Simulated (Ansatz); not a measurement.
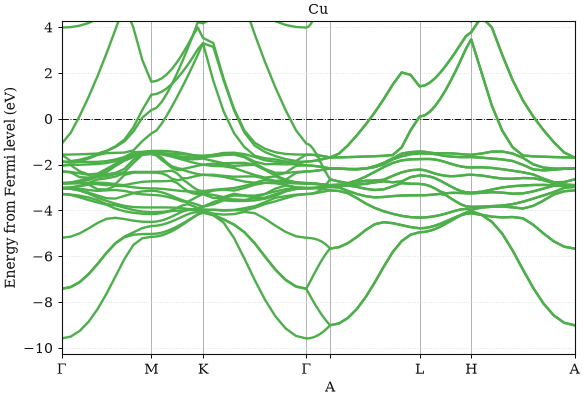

Band structure. Energies are counted from the Fermi level. The path runs straight from each named point to the next.

What lattice type does the k path imply?

A hexagonal (primitive) lattice: the path Γ–M–K–Γ–A–L–H–A runs through the special points of its Brillouin zone.

System: Cu, space group P6_3/mmc, 4 atoms in the cell.

```cif
data_structure
_symmetry_space_group_name_H-M 'P6_3/mmc'
_symmetry_Int_Tables_number 194
_cell_length_a 2.5308
_cell_length_b 2.5308
_cell_length_c 8.2618
_cell_angle_alpha 90.000
_cell_angle_beta 90.000
_cell_angle_gamma 120.000
_cell_volume 45.83
loop_
_atom_site_label
_atom_site_type_symbol
_atom_site_symmetry_multiplicity
_atom_site_Wyckoff_symbol
_atom_site_fract_x
_atom_site_fract_y
_atom_site_fract_z
_atom_site_occupancy
Cu1 Cu 2 c 0.66667 0.33333 0.75000 1
Cu2 Cu 2 a 0.00000 0.00000 0.50000 1
```

Method: PBEsol, PAW data sets made for the crystal, no spin polarisation, no spin-orbit coupling, 12×12×4 k mesh, Fermi-Dirac smearing of 0.05 eV (Ansatz).

Is there a gap at the Fermi level?

A metal: 4 bands cross the Fermi level along this path.

This isn't the form of Cu at room conditions, which is fcc. Bands are joined in order of energy, so crossings between the computed points show as kinks or gaps.
